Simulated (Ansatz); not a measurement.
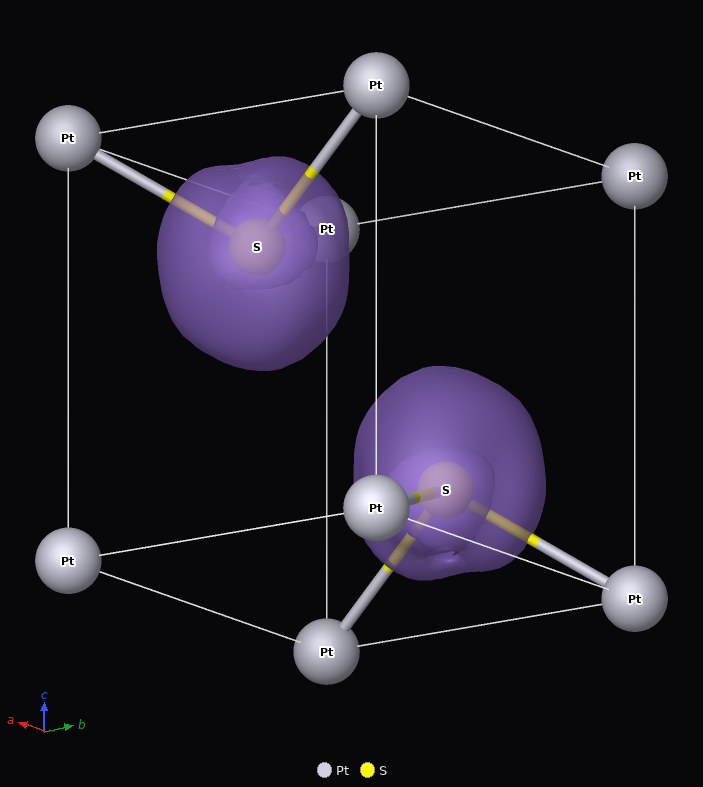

PtS₂. Isosurface of the ELF at 0.7 (purple), seen at an oblique angle. Only the valence region is drawn (cores and ρ < 0.01 e/Å³ removed). Sticks mark near contacts.

Space group P-3m1; not relaxed (largest force 1.3 eV/Å); computed pressure about 12 GPa in this cell.

Level of theory: Kohn-Sham DFT of a periodic cell, PBE, Ansatz PAW in Ansatz 0.2.0.

Input

```
crystal:
  lattice:
    - [3.5432, 0.0, 0.0]
    - [-1.7716, 3.0685012107, 0.0]
    - [0.0, 0.0, 5.0388]
  atoms:
    - { symbol: Pt, position: [0.0, 0.0, 0.0] }
    - { symbol: S, position: [0.6666666667, 0.3333333333, 0.773] }
    - { symbol: S, position: [0.3333333333, 0.6666666667, 0.227] }
hamiltonian:
  xc: pbe
  pseudopotentials: { kind: paw }
kpoints:
  mp_grid: { grid: [9, 9, 5] }
  band_path:
    path:
      - [[0.0, 0.0, 0.0], [0.5, 0.0, 0.0], [0.3333333333, 0.3333333333, 0.0], [0.0, 0.0, 0.0], [0.0, 0.0, 0.5], [0.5, 0.0, 0.5], [0.3333333333, 0.3333333333, 0.5], [0.0, 0.0, 0.5]]
      - [[0.5, 0.0, 0.5], [0.5, 0.0, 0.0]]
      - [[0.3333333333, 0.3333333333, 0.0], [0.3333333333, 0.3333333333, 0.5]]
    npoints: 14
scf:
  occupations: { method: fermi_dirac, width: 0.05 }
  n_extra_bands: 7
output:
  forces: true
  stress: true
  eigenvalues: true
  fatbands: false
  write_density: true
  write_potential: true
  elf: true
  volumetric_format: npy
```

Run with:

```sh
ansatz run input.yaml --threads 2 --pin off --max-ram 5632MiB --backend cpu --events-out ev --progress --plain --runs-dir out
```

Below, planes, directions and counts refer to the conventional cell (a = 3.54 Å, b = 3.54 Å, c = 5.04 Å, α = 90.00°, β = 90.00°, γ = 120.00°).

Identify the bonds, lone pairs and shells in this picture.

Answer. The surface consists of two regions wrapped around S (the valence shell of each), counted in one cell of 3 atoms. Regions shared between cells count once.

Values along the shortest contacts:
Pt–S (2.34 Å): the ELF peaks at about 0.90 in the valence shell of S, 0.8 Å from its nucleus, and is about 0.45 at the midpoint.

Does the calculation make it a metal, or give it a gap?

Answer. It is gapped, with a Kohn–Sham gap of 1.0 eV on the k-point mesh, an upper bound to the gap of this method.
